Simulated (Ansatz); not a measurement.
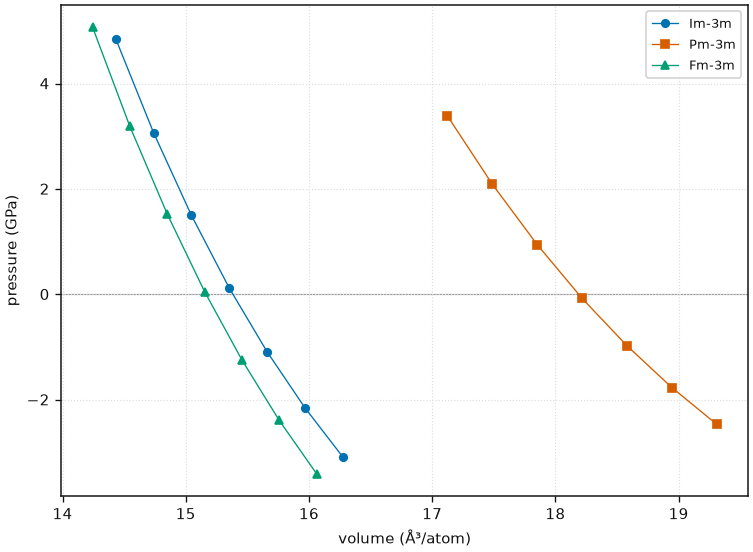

Plotted: pressure against volume, with one curve for each structure, for Zn.

Calculation (Ansatz 0.2.0 development build): equation of state of a cubic crystal from periodic Kohn-Sham density functional theory without spin, third-order Birch-Murnaghan fit to the free energies; pressure corrected for the finite basis. Level: PBE.

atoms in cell 1; occupation method Fermi–Dirac; occupation width 0.06123 eV; wave cutoff 420 eV; datasets soft-1 PAW; density tolerance 1e−07 eV; bands 10; density cutoff ratio 4; search for lower states default.

Settings that differ: Im-3m: k mesh 49×49×49, lattice centring body-centred primitive, space group number 229, structure type bcc; Pm-3m: k mesh 21×21×21, lattice centring simple cubic, space group number 221, structure type simple cubic; Fm-3m: k mesh 24×24×24, lattice centring face-centred primitive, space group number 225, structure type fcc.

Order the curves by fitted equilibrium volume, smallest first.

Fm-3m 15.16, Im-3m 15.38, Pm-3m 18.19 Å³/atom.

Order the curves by fitted bulk modulus, smallest first.

Pm-3m 48.2, Im-3m 63.9, Fm-3m 68.8 GPa.

For Im-3m: read off the course of the pressure.

It falls from 4.851 GPa at volume 14.43 Å³/atom to −3.086 GPa at 16.27 Å³/atom, and changes sign near 15.38 Å³/atom.

For Pm-3m: how does the pressure vary with volume?

It falls from 3.383 GPa at volume 17.12 Å³/atom to −2.472 GPa at 19.31 Å³/atom, and changes sign near 18.19 Å³/atom.

For Fm-3m: read off the course of the pressure.

It falls from 5.070 GPa at volume 14.24 Å³/atom to −3.408 GPa at 16.06 Å³/atom, and changes sign near 15.16 Å³/atom.

Limits of the calculation: cubic model structure, not the ambient form; modest k-mesh, values are not fully converged in k (Pm-3m).
